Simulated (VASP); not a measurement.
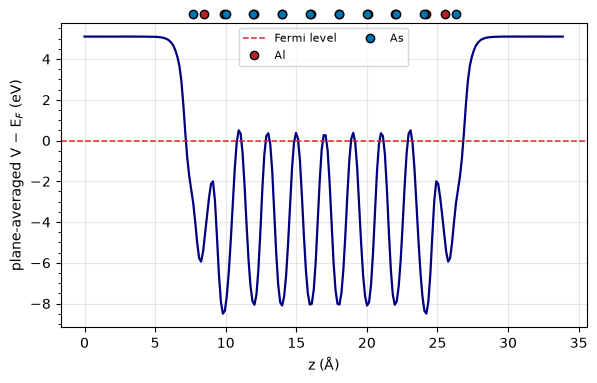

*AlAs (slab). Plane average of the electrostatic potential energy of an electron across the slab. Circles mark the heights of the atoms.*

Level of theory: VASP, Kohn-Sham DFT of a periodic cell, PBEsol, VASP PAW PBE potentials, recommended.

Question: How far above the Fermi level of the calculation is the vacuum level?

Answer: 5.1 eV. The slab has a gap, so the Fermi level lies inside it and this isn't a work function in the metallic sense.

Question: How thick is the slab, and how wide the vacuum?

Answer: The outermost nuclei are 18.6 Å apart, in 12 atomic planes; the vacuum between periodic images is 15.4 Å wide.
